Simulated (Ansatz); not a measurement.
# A series of single points on AlN

System: AlN (4 atoms in the cell).
Method: Kohn-Sham DFT of a periodic cell, PBE, Ansatz PAW, no spin polarisation (Ansatz 0.2.0).

The 5 runs differ only in the geometry, by an even scaling of the cell at fixed fractional positions. The structure derives from a Materials Project entry.

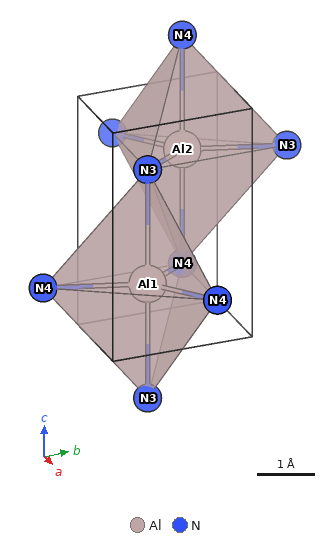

Figure 1. The structure of run 3 (polyhedral view of the cell of the calculation, seen slightly off an axis; polyhedra are completed across the faces of the cell; atoms are numbered from 1 in the order of the input).

## Input of run 3
```yaml
crystal:
  lattice:
    - [3.2898861073, 0.0, 0.0]
    - [-1.6449430536, 2.8491249445, 0.0]
    - [0.0, 0.0, 4.1594577035]
  atoms:
    - { symbol: Al, position: [0.6666666667, 0.3333333333, 0.25] }
    - { symbol: Al, position: [0.3333333333, 0.6666666667, 0.75] }
    - { symbol: "N", position: [0.6666666667, 0.3333333333, 0.75] }
    - { symbol: "N", position: [0.3333333333, 0.6666666667, 0.25] }
hamiltonian:
  xc: pbe
  pseudopotentials: { kind: paw }
kpoints:
  mp_grid: { grid: [9, 9, 7] }
scf:
  occupations: { method: fermi_dirac, width: 0.05 }
output:
  forces: true
  stress: true
  eigenvalues: true
```

Command:
```bash
ansatz run input.yaml --threads 2 --pin off --max-ram 5120MiB --backend cpu --events-out ev --progress --plain --runs-dir out
```

Run 2 differs from it as follows:
```diff
-    - [3.2898861073, 0.0, 0.0]
-    - [-1.6449430536, 2.8491249445, 0.0]
-    - [0.0, 0.0, 4.1594577035]
+    - [3.2673519336, 0.0, 0.0]
+    - [-1.6336759668, 2.8296097776, 0.0]
+    - [0.0, 0.0, 4.130967373]
```

## Results, with one run withheld

```csv
run,volume per atom (Å³),"free energy per atom, from the lowest run given (meV)",pressure (GPa),gap on the mesh (eV)
1,9.349,23.71,14.79,3.72
2,9.548,?,?,?
3,9.747,0.00,4.64,3.41
4,10.344,6.01,−7.28,2.96
5,10.543,17.11,−10.53,2.82
```

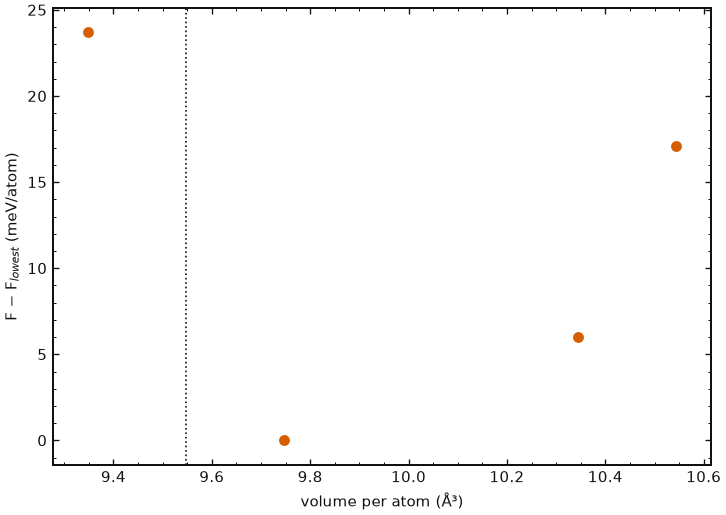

Figure 2. Free energy per atom of the runs given; the dotted line marks run 2.

Fit the runs given and predict run 2.

A quadratic polynomial in V^(−2/3) (the Birch–Murnaghan form), fitted to the 4 runs given, misses them by at most 0.01 meV per atom. With x = V^(−2/3) − 0.21578 Å⁻², it reads F = −2.9881 − 161.79 x + 3.0957e+05 x² (meV per atom). At run 2 it gives 8.70 meV per atom, and the run itself gives 8.73. The slope of the fit gives a pressure −dF/dV of 9.46 GPa there, and the run prints 9.46 GPa. The fit has its minimum at 9.959 Å³ per atom, where V d²F/dV² gives 207 GPa. Cell shape and fractional positions are held, so this is the stiffness under even scaling; the relaxed bulk modulus wasn't computed. The gap on the mesh goes, without turning, from 3.72 eV in run 1 to 2.82 eV in run 5; run 2 has 3.56 eV. These are gaps of this functional on this mesh, which can miss the band edges; they aren't the measured gap.

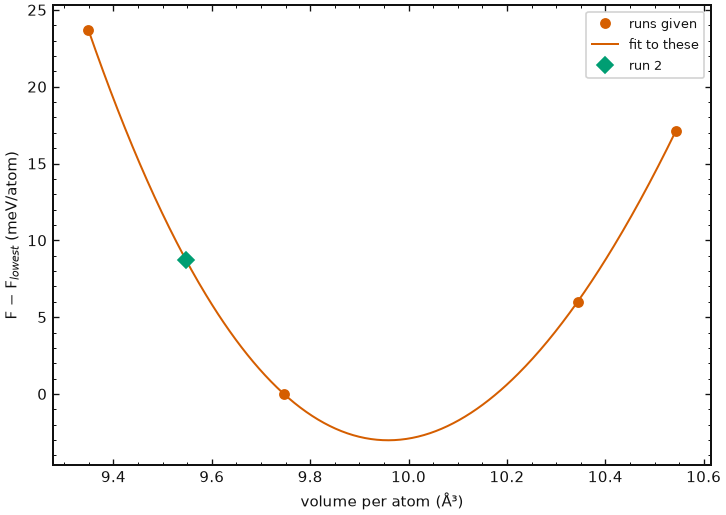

Figure 3. The fit and the withheld run.

## Output, shortened to warnings, some set-up lines, iterations and results (run 2)
```
Basis set: ecut = 420 eV, 745 PW (Γ), exchange–correlation on 48×48×60 points (8 copies of the dense FFT grid, shifted against one another)
Symmetry: 24 space group operations
k-points: 48 of 567
Initial density: superposition of atomic densities (neutral atoms: chi_scale 0, normalization atom), corrected by the library's trained network
[...]
SCF iter   1: F=—  HF=-1848.007411 eV  |F-HF|=—  |Δ(HF+E_count)|=         —  Δρ=2.41e-3  dr2=1.69e-3  ethr=1.77e-3  ⟨swp⟩=5.8  Hψ=3790  notcnv=0
SCF iter   2: F=—  HF=-1848.007466 eV  |F-HF|=—  |Δ(HF+E_count)|=   5.56e-5  Δρ=9.32e-4  dr2=1.70e-4  ethr=1.06e-5  ⟨swp⟩=2.3  Hψ=1324  notcnv=0
SCF iter   3: F=—  HF=-1848.007510 eV  |F-HF|=—  |Δ(HF+E_count)|=   4.42e-5  Δρ=4.42e-4  dr2=2.85e-5  ethr=1.06e-6  ⟨swp⟩=2.1  Hψ=871  notcnv=0
SCF iter   4: F=—  HF=-1848.006979 eV  |F-HF|=—  |Δ(HF+E_count)|=   5.31e-4  Δρ=8.74e-5  dr2=1.07e-6  ethr=1.78e-7  ⟨swp⟩=2.8  Hψ=1019  notcnv=0
SCF iter   5: F=-1848.006982 eV  HF=-1848.006982 eV  |F-HF|=3.10e-8  |Δ(HF+E_count)|=   2.23e-6  Δρ=1.06e-5  dr2=1.62e-8  ethr=6.68e-9  ⟨swp⟩=2.7  Hψ=1006  notcnv=0
SCF iter   6: F=-1848.006982 eV  HF=-1848.006982 eV  |F-HF|=1.37e-10  |Δ(HF+E_count)|=   3.39e-8  Δρ=5.98e-7  dr2=6.80e-11  ethr=1.01e-10  ⟨swp⟩=1.8  Hψ=1846  notcnv=0
SCF 1 converged in 6 iterations: F = -1848.006982 eV  dr2 = 6.80e-11
SCF converged after 6 iterations
Free energy (F): -1848.006982 eV
Harris-Foulkes:  -1848.006982 eV  (|F-HF|=1.37e-10)
Internal energy: -1848.006982 eV  (E = F + TS)
E sigma→0 (E₀):  -1848.006982 eV
Fermi energy:    11.295906 eV
--- Per-component energies (eV) ---
  E_band       = 46.377668
  E_kinetic    = 324.418506
  E_local      = -426.766180  (includes V_loc(G=0)·N_el)
  E_nonlocal   = 110.138588
  E_hartree    = 151.788022
  E_xc         = -205.468244
  E_vxc        = -218.411816  (∫ρ·V_xc dr)
  E_paw        = -1190.314562  (= ΣΔE_a)
  E_vpaw       = -46.577647  (= ΣTr[D̂ρ^β])
  E_aug_tail   = 0.000195  (compensation charges beyond the density's cutoff)
  E_ewald      = -611.803307
  E_smearing   = -0.000000  (= −TS)
  E_closure    = -0.000000  (closes the sum)
  Σ components = -1848.006982   (vs F -1848.006982, Δ=0.00e0)
--- Forces (eV/Å), atoms counted from 1 ---
  atom   1  Al     0.00000000     0.00000000     0.00000000
  atom   2  Al     0.00000000     0.00000000    -0.00000000
  atom   3  N      0.00000000     0.00000000    -0.00000000
  atom   4  N      0.00000000    -0.00000000     0.00000000
  max |Σ_I F_I| component: 1.11e-16 eV/Å
--- Stress (GPa, compression-positive) ---
       10.142538      -0.000000      -0.000000
        0.000000      10.142538      -0.000000
       -0.000000      -0.000000       8.103048
  P = ⅓ Tr σ = 9.4627 GPa (94.627 kbar)
```
